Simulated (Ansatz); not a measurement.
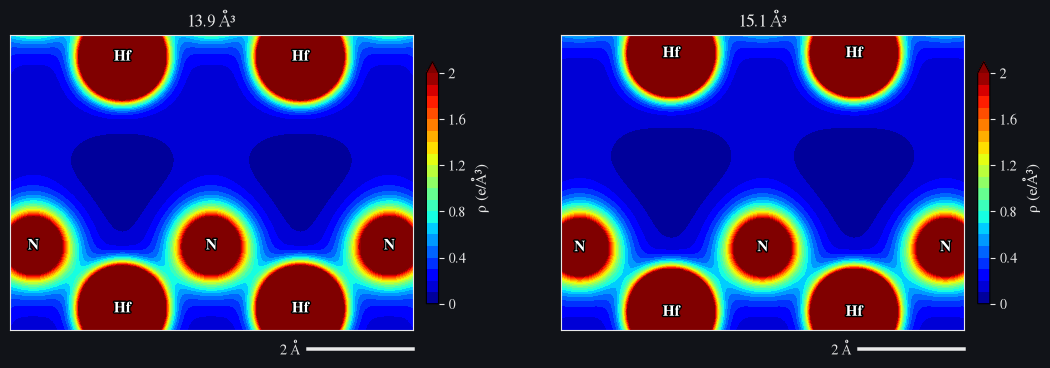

HfN. The valence charge density (pseudo) of cells scaled evenly to different volumes (given per atom above each panel), on the (101̄) plane of each (indices in the axes of the cell below), at one length scale and on one colour scale.

A structure from a database of computed crystals, not necessarily the ambient phase.

Method: Ansatz, Kohn-Sham DFT of a periodic cell, HSE06, Ansatz PAW.

The largest cell:

```cif
data_structure
_symmetry_space_group_name_H-M 'P 1'
_symmetry_Int_Tables_number 1
_cell_length_a 3.4946
_cell_length_b 3.4946
_cell_length_c 3.4946
_cell_angle_alpha 60.000
_cell_angle_beta 60.000
_cell_angle_gamma 60.000
_cell_volume 30.18
loop_
_atom_site_label
_atom_site_type_symbol
_atom_site_fract_x
_atom_site_fract_y
_atom_site_fract_z
_atom_site_occupancy
Hf1 Hf 0.00000 0.00000 0.00000 1
N1 N 0.25000 0.25000 0.25000 1
```

| volume (Å³/atom) | Hf–N contact in the plane (Å) | ρ at its midpoint (e/Å³) | pressure (GPa) | 
| --- | --- | --- | --- |
| 13.91 | 2.083 | 0.821 | 11.8 | 
| 14.50 | 2.112 | ? | ? | 
| 15.09 | 2.140 | 0.715 | −5.8 | 

**What values belong in the row with question marks?**

Over the known rows ln ρ falls by 2.43 per Å of Hf–N distance (the line through the two), which gives 0.765 e/Å³ at 2.112 Å; the calculation gives 0.765 e/Å³. For the pressure, a straight line in volume between the neighbouring rows gives 3.0 GPa; the calculation gives 2.1, lower because pressure rises ever faster on compression.
